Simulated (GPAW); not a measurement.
BN (F-43m): refractive index against wavelength

The refractive index of BN (F-43m) below the direct gap (8.79 eV on the mesh) is read from one computed spectrum, n = √(Re ε).

Symmetry: F-43m, No. 216, cubic system. The conventional cell has a = 3.615 Å, b = 3.615 Å, c = 3.615 Å, α = 90.00°, β = 90.00°, γ = 90.00°. N on site c has 4 B at 1.57 Å as nearest neighbours. Around B on site a lie 4 N at 1.57 Å.

Method: GPAW 26.7.0, PBE, RPA, k-mesh 16×16×16, local fields up to 60 eV, Lorentzian half width 0.15 eV.

Launch of the response step: `OMP_NUM_THREADS=1 python df.py`. The run took 16 s, its band step included, on 1 thread of Arm Neoverse V2 (shared host).

| wavelength (nm) | photon energy E (eV) | n |
| --- | --- | --- |
| 532 | 2.331 | 2.1585 |
| 450 | 2.755 | 2.1709 |
| 405 | 3.061 | 2.1813 |
| 365 | 3.397 | 2.1945 |
| 308 | 4.025 | 2.2241 |
| 266 | 4.661 | 2.2619 |
| 248 | 4.999 | ? |

In the single-oscillator model n² − 1 = E₀E_d/(E₀² − E²), so 1/(n² − 1) = E₀/E_d − E²/(E₀E_d) is linear in E².

Working, on the rows shown:

| x = E² (eV²) | y = 1/(n² − 1) |
| --- | --- |
| 5.43137 | 0.27329 |
| 7.59115 | 0.269338 |
| 9.37179 | 0.266094 |
| 11.5384 | 0.262066 |
| 16.2043 | 0.253381 |
| 21.7255 | 0.242943 |

Means: x̄ = 11.977, ȳ = 0.26119. Σ(x − x̄)(y − ȳ) = -0.339, Σ(x − x̄)² = 182. Slope = -0.339 / 182 = -0.001863; intercept = ȳ − slope · x̄ = 0.2835. Turned back into n, the line misses the rows shown by at most 0.00031.

**Question.** What does the fit predict for the withheld row, and how well does it do?

**Answer.** At x = 24.994 the line gives y = 0.23694, that is 2.2849. The run gave 2.2858, so the extrapolation is off by 0.00095, 0.7 % of the range in the table.

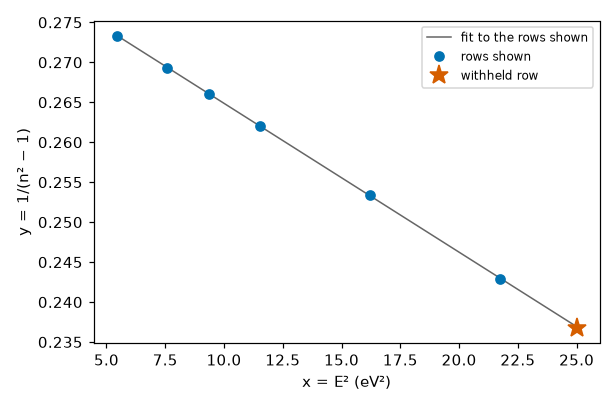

Refitted with all rows, the slope is -0.001871 and the intercept 0.28358. These give E₀ = √(intercept/−slope) = 12.31 eV and E_d = E₀/intercept = 43.4 eV; E₀ is 1.4 times the direct gap. The electronic limit at long wavelengths, without lattice vibrations, is n = √(1 + 1/intercept) = 2.128. Excitons are left out; PBE gaps are as a rule too small. The values come from a sum over the points of one k-mesh and carry its error, which grows as the direct gap shrinks. The local-field cutoff holds few shells of reciprocal vectors for this small cell, so ε∞ can read a few per cent high.
